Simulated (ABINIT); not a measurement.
InP: single-point calculation

System: InP (2 atoms in the cell).
Method: Kohn-Sham DFT of a periodic cell, BLYP, JTH PAW PBE v2.0 sp, no spin polarisation (ABINIT 10.8.3).

The structure derives from an entry of the Crystallography Open Database.

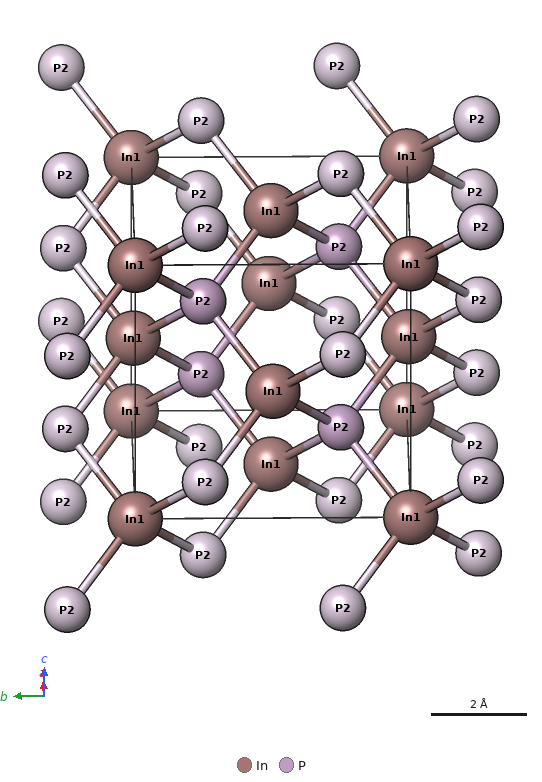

**Figure 1.** The structure as given in the input (ball-and-stick view of the cell 4 times as large as that of the calculation, set on its symmetry axes, seen at an oblique angle; neighbours outside the cell are drawn fainter; atoms are numbered from 1 in the order of the input). An atom can appear more than once, as a periodic image. Near neighbours in the periodic cell (some may lie outside the picture): In has 4 P at 2.54 Å; P has 4 In at 2.54 Å.

## Input file
```
# Pseudopotentials
pp_dirpath "./"
pseudos "In.GGA_PBE-JTH_sp.xml, P.GGA_PBE-JTH.xml"

# Structure
acell 3*1.0 Angstrom
rprim
     0.0000000000     2.9305000000     2.9305000000
     2.9305000000     0.0000000000     2.9305000000
     2.9305000000     2.9305000000     0.0000000000
ntypat 2
znucl 49 15
natom 2
typat 1 2
xcart
     0.0000000000     0.0000000000     0.0000000000
     4.3957500000     4.3957500000     4.3957500000 Angstrom

# Plane-wave basis
ecut 35.0
pawecutdg 57.2
pawxcdev 0

# k points
kptopt 1
ngkpt 8 8 8
nshiftk 1
shiftk 0.0 0.0 0.0

# Exchange and correlation
ixc -106131

# Bands and occupations
nband 8
occopt 6
tsmear 0.05 eV

# SCF cycle
nstep 100
tolvrs 1.0e-9

# Output
iomode 3
prtwf 0
prtden 0
prteig 0
prtebands 0
enunit 2
```

Hardware: 1 thread of Arm Neoverse V2, 24 GiB of memory available, shared host.

Run as:
```bash
abinit run.abi > log 2>&1
```

## What the program printed
```
.Version 10.8.3 of ABINIT
 Symmetries : space group F-4 3 m (#216); Bravais cF (face-center cubic)
================================================================================
 Values of the parameters that define the memory need of the present run
     intxc =       0    ionmov =       0      iscf =      17    lmnmax =      13
     lnmax =       5     mgfft =      45  mpssoang =       3    mqgrid =    3001
     natom =       2  nloc_mem =       2    nspden =       1   nspinor =       1
    nsppol =       1      nsym =      24    n1xccc =       1    ntypat =       2
    occopt =       6   xclevel =       2
       mpw =        3380          nfft =       91125          nkpt =          29
 PAW method is used; the additional fine FFT grid is defined by:
   mgfftf=        54    nfftf =    157464
================================================================================
================================================================================

--------------------------------------------------------------------------------
------------- Echo of variables that govern the present computation ------------
--------------------------------------------------------------------------------
 -outvars: echo values of preprocessed input variables --------
            acell      1.8897261259E+00  1.8897261259E+00  1.8897261259E+00 Bohr
              amu      1.14820000E+02  3.09737620E+01
             ecut      3.50000000E+01 Hartree
           enunit           2
              ixc     -106131
         kptrlatt        8    0    0      0    8    0      0    0    8
          kptrlen      6.26535348E+01
            natom           2
            nband           8
            ngfft          45      45      45
          ngfftdg          54      54      54
             nkpt          29
            nstep         100
             nsym          24
           ntypat           2
           occopt           6
        pawecutdg      5.72000000E+01 Hartree
         pawxcdev           0
           prtden           0
        prtebands           0
           prteig           0
            prtwf           0
            rprim      0.0000000000E+00  2.9305000000E+00  2.9305000000E+00
                       2.9305000000E+00  0.0000000000E+00  2.9305000000E+00
                       2.9305000000E+00  2.9305000000E+00  0.0000000000E+00
          spgroup         216
           tolvrs      1.00000000E-09
           tsmear      1.83746611E-03 Hartree
            typat      1  2
           useylm           1
           xangst      0.0000000000E+00  0.0000000000E+00  0.0000000000E+00
                       4.3957500000E+00  4.3957500000E+00  4.3957500000E+00
            xcart      0.0000000000E+00  0.0000000000E+00  0.0000000000E+00
                       8.3067636180E+00  8.3067636180E+00  8.3067636180E+00
             xred      0.0000000000E+00  0.0000000000E+00  0.0000000000E+00
                       7.5000000000E-01  7.5000000000E-01  7.5000000000E-01
            znucl       49.00000   15.00000

================================================================================

 chkinp: Checking input parameters for consistency.

================================================================================
== DATASET  1 ==================================================================

--- !DatasetInfo
iteration_state: {dtset: 1, }
dimensions: {natom: 2, nkpt: 29, mband: 8, nsppol: 1, nspinor: 1, nspden: 1, mpw: 3380, }
cutoff_energies: {ecut:  35.0, pawecutdg:  57.2, }
electrons: {nelect:   8.00000000E+00, charge:   0.00000000E+00, occopt:   6.00000000E+00, tsmear:   1.83746611E-03, }
meta: {optdriver: 0, ionmov: 0, optcell: 0, iscf: 17, paral_kgb: 0, }
...

 Real(R)+Recip(G) space primitive vectors, cartesian coordinates (Bohr,Bohr^-1):
 R(1)=  0.0000000  5.5378424  5.5378424  G(1)= -0.0902879  0.0902879  0.0902879
 R(2)=  5.5378424  0.0000000  5.5378424  G(2)=  0.0902879 -0.0902879  0.0902879
 R(3)=  5.5378424  5.5378424  0.0000000  G(3)=  0.0902879  0.0902879 -0.0902879
 Unit cell volume ucvol=  3.3966576E+02 bohr^3
 Angles (23,13,12)=  6.00000000E+01  6.00000000E+01  6.00000000E+01 degrees

 Coarse grid specifications (used for wave-functions):

 getcut: wavevector=  0.0000  0.0000  0.0000  ngfft=  45  45  45
         ecut(hartree)=     35.000   => boxcut(ratio)=   2.10959

 Fine grid specifications (used for densities):

 getcut: wavevector=  0.0000  0.0000  0.0000  ngfft=  54  54  54
         ecut(hartree)=     57.200   => boxcut(ratio)=   2.02593

--- Pseudopotential description ------------------------------------------------
- pspini: atom type   1  psp file is ./In.GGA_PBE-JTH_sp.xml
 Pseudopotential format is: paw10
 basis_size (lnmax)=  5 (lmn_size= 13), orbitals=   0   0   1   1   2
 Spheres core radius: rc_sph= 2.90115454
 Shapefunction is SIN type: shapef(r)=[sin(pi*r/rshp)/(pi*r/rshp)]**2
 Radius for shape functions =  2.20905649
 Compensation charge density is not taken into account in XC energy/potential

- pspini: atom type   2  psp file is ./P.GGA_PBE-JTH.xml
 Pseudopotential format is: paw10
 basis_size (lnmax)=  4 (lmn_size=  8), orbitals=   0   0   1   1
 Spheres core radius: rc_sph= 1.60765221
 Shapefunction is SIN type: shapef(r)=[sin(pi*r/rshp)/(pi*r/rshp)]**2
 Radius for shape functions =  1.60765221
 Compensation charge density is not taken into account in XC energy/potential

   2.29043081E+02                                ecore*ucvol(ha*bohr**3)
--------------------------------------------------------------------------------

================================================================================

--- !BeginCycle
iteration_state: {dtset: 1, }
solver: {iscf: 17, nstep: 100, nline: 4, wfoptalg: 10, }
tolerances: {tolvrs: 1.00E-09, }
...

     iter   Etot(hartree)      deltaE(h)  residm     nres2
 ETOT  1  -8.6459578987239    -8.646E+00 8.799E-02 5.617E+00
 ETOT  2  -8.7058884024602    -5.993E-02 2.845E-03 5.607E-01
 ETOT  3  -8.7052659082065     6.225E-04 1.643E-04 1.017E-01
 ETOT  4  -8.7052686398750    -2.732E-06 7.296E-05 3.552E-03
 ETOT  5  -8.7052941893811    -2.555E-05 1.576E-05 1.297E-04
 ETOT  6  -8.7052939022683     2.871E-07 5.710E-06 1.894E-05
 ETOT  7  -8.7052939158259    -1.356E-08 6.701E-06 2.327E-07
 ETOT  8  -8.7052939166687    -8.428E-10 2.263E-06 5.022E-08
 ETOT  9  -8.7052939170143    -3.456E-10 2.765E-06 4.685E-09
 ETOT 10  -8.7052939170463    -3.196E-11 1.729E-06 5.586E-10

 At SCF step   10       nres2   =  5.59E-10 < tolvrs=  1.00E-09 =>converged.

 Cartesian components of stress tensor (hartree/bohr^3)
  sigma(1 1)= -3.11135867E-04  sigma(3 2)=  0.00000000E+00
  sigma(2 2)= -3.11135867E-04  sigma(3 1)=  0.00000000E+00
  sigma(3 3)= -3.11135867E-04  sigma(2 1)=  0.00000000E+00

--- !ResultsGS
iteration_state: {dtset: 1, }
comment   : Summary of ground state results
lattice_vectors:
- [  0.0000000,   5.5378424,   5.5378424, ]
- [  5.5378424,   0.0000000,   5.5378424, ]
- [  5.5378424,   5.5378424,   0.0000000, ]
lattice_lengths: [   7.83169,    7.83169,    7.83169, ]
lattice_angles: [ 60.000,  60.000,  60.000, ] # degrees, (23, 13, 12)
lattice_volume:   3.3966576E+02
convergence: {deltae: -3.196E-11, res2:  5.586E-10, residm:  1.729E-06, diffor: null, }
etotal    :  -8.70529392E+00
entropy   :   0.00000000E+00
fermie    :   1.00805411E-01
cartesian_stress_tensor: # hartree/bohr^3
- [ -3.11135867E-04,   0.00000000E+00,   0.00000000E+00, ]
- [  0.00000000E+00,  -3.11135867E-04,   0.00000000E+00, ]
- [  0.00000000E+00,   0.00000000E+00,  -3.11135867E-04, ]
pressure_GPa:   9.1539E+00
xred      :
- [  0.0000E+00,   0.0000E+00,   0.0000E+00, In]
- [  7.5000E-01,   7.5000E-01,   7.5000E-01,  P]
cartesian_forces: # hartree/bohr
- [  1.89932191E-31,   1.89932191E-31,  -5.69796572E-31, ]
- [ -1.89932191E-31,  -1.89932191E-31,   5.69796572E-31, ]
force_length_stats: {min:   6.29933812E-31, max:   6.29933812E-31, mean:   6.29933812E-31, }
...

 Integrated electronic density in atomic spheres:
 ------------------------------------------------
 Atom  Sphere_radius  Integrated_density
    1        2.90115          2.39837072
    2        1.60765          1.61472343

================================================================================

 ----iterations are completed or convergence reached----

 Mean square residual over all n,k,spin=   11.529E-09; max=  17.289E-07
 reduced coordinates (array xred) for    2 atoms
       0.000000000000      0.000000000000      0.000000000000
       0.750000000000      0.750000000000      0.750000000000
 rms dE/dt=  2.9750E-30; max dE/dt=  4.2073E-30; dE/dt below (all hartree)
    1       0.000000000000      0.000000000000      0.000000000000
    2      -0.000000000000     -0.000000000000      0.000000000000

 cartesian coordinates (angstrom) at end:
    1      0.00000000000000     0.00000000000000     0.00000000000000
    2      4.39575000000000     4.39575000000000     4.39575000000000

 cartesian forces (hartree/bohr) at end:
    1      0.00000000000000     0.00000000000000    -0.00000000000000
    2     -0.00000000000000    -0.00000000000000     0.00000000000000
 frms,max,avg= 3.6369246E-31 5.6979657E-31   0.000E+00  0.000E+00  0.000E+00 h/b

 cartesian forces (eV/Angstrom) at end:
    1      0.00000000000000     0.00000000000000    -0.00000000000000
    2     -0.00000000000000    -0.00000000000000     0.00000000000000
 frms,max,avg= 1.8701818E-29 2.9300118E-29   0.000E+00  0.000E+00  0.000E+00 e/A
 length scales=  1.889726125908  1.889726125908  1.889726125908 bohr
              =  1.000000000000  1.000000000000  1.000000000000 angstroms
 Fermi (or HOMO) energy (hartree) =   0.10081   Average Vxc (hartree)=  -0.31342
 Eigenvalues (hartree) for nkpt=  29  k points:
 kpt#   1, nband=  8, wtk=  0.00195, kpt=  0.0000  0.0000  0.0000 (reduced coord)
  -0.33643    0.08674    0.08674    0.08674    0.11234    0.23946    0.23946    0.23946
      occupation numbers for kpt#   1
   2.00000    2.00000    2.00000    2.00000    0.00000    0.00000    0.00000    0.00000
 prteigrs : prtvol=0 or 1, do not print more k-points.

 Fermi (or HOMO) energy (eV) =   2.74305   Average Vxc (eV)=  -8.52869
 Eigenvalues (   eV  ) for nkpt=  29  k points:
 kpt#   1, nband=  8, wtk=  0.00195, kpt=  0.0000  0.0000  0.0000 (reduced coord)
  -9.15483    2.36031    2.36031    2.36031    3.05691    6.51608    6.51608    6.51608
 prteigrs : prtvol=0 or 1, do not print more k-points.

--- !EnergyTerms
iteration_state     : {dtset: 1, }
comment             : Components of total free energy in Hartree
kinetic             :  3.26434295698745E+00
hartree             :  1.10265759899061E+00
xc                  : -5.91390048275282E+00
Ewald energy        : -8.12335275339701E+00
psp_core            :  6.74319008858976E-01
local_psp           : -4.43895045762634E+00
PAW spherical_terms :  4.72958617705094E+00
internal            : -8.70529795188819E+00
'-kT*entropy'       : -1.79601629240910E-18
total_energy        : -8.70529795188819E+00
total_energy_eV     : -2.36883224955177E+02
...

--- !EnergyTermsDC
iteration_state     : {dtset: 1, }
comment             : '"Double-counting" decomposition of free energy'
band_energy         : -6.69025260902310E-01
Ewald energy        : -8.12335275339701E+00
psp_core            :  6.74319008858976E-01
xc_dc               : -3.36781541926188E+00
PAW spherical_terms :  2.78058050765592E+00
internal            : -8.70529391704630E+00
'-kT*entropy'       : -1.79601629240910E-18
total_energy_dc     : -8.70529391704630E+00
total_energy_dc_eV  : -2.36883115161536E+02
...

--- !EnergyTermsWithPAWCore
iteration_state     : {dtset: 1, }
comment             : 'Components of total free energy, including PAW core contributions'
Total energy        : -6.22457244408358E+03
Total energy DC     : -6.22457244004874E+03
Total energy (eV)   : -1.69379244992048E+05
Total energy DC (eV): -1.69379244882255E+05
...

 Cartesian components of stress tensor (hartree/bohr^3)
  sigma(1 1)= -3.11135867E-04  sigma(3 2)=  0.00000000E+00
  sigma(2 2)= -3.11135867E-04  sigma(3 1)=  0.00000000E+00
  sigma(3 3)= -3.11135867E-04  sigma(2 1)=  0.00000000E+00

-Cartesian components of stress tensor (GPa)         [Pressure=  9.1539E+00 GPa]
- sigma(1 1)= -9.15393325E+00  sigma(3 2)=  0.00000000E+00
- sigma(2 2)= -9.15393325E+00  sigma(3 1)=  0.00000000E+00
- sigma(3 3)= -9.15393325E+00  sigma(2 1)=  0.00000000E+00

== END DATASET(S) ==============================================================
================================================================================

 -outvars: echo values of variables after computation  --------
            acell      1.8897261259E+00  1.8897261259E+00  1.8897261259E+00 Bohr
           etotal     -8.7052939170E+00
            fcart      1.8993219056E-31  1.8993219056E-31 -5.6979657169E-31
                      -1.8993219056E-31 -1.8993219056E-31  5.6979657169E-31
            rprim      0.0000000000E+00  2.9305000000E+00  2.9305000000E+00
                       2.9305000000E+00  0.0000000000E+00  2.9305000000E+00
                       2.9305000000E+00  2.9305000000E+00  0.0000000000E+00
           strten     -3.1113586721E-04 -3.1113586721E-04 -3.1113586721E-04
                       0.0000000000E+00  0.0000000000E+00  0.0000000000E+00
           xangst      0.0000000000E+00  0.0000000000E+00  0.0000000000E+00
                       4.3957500000E+00  4.3957500000E+00  4.3957500000E+00
             xred      0.0000000000E+00  0.0000000000E+00  0.0000000000E+00
                       7.5000000000E-01  7.5000000000E-01  7.5000000000E-01
 Calculation completed.
```

## Key numbers

| quantity | value |
| --- | --- |
| outcome | converged |
| space group (tolerance 0.01 Å) | F-43m (216) |
| electrons treated | 8 |
| free energy | −236.8831 eV |
| Fermi energy | 2.743 eV |
| gap on the k-point mesh | 0.70 eV |
| pressure | 9.15 GPa |
| largest force (length of the vector) | under 0.001 eV/Å |
| wall time | 22 s |
| peak memory | 0.17 GiB |

## Notes

The cell is under a pressure of 9.2 GPa at this level, so it is not at its equilibrium volume.
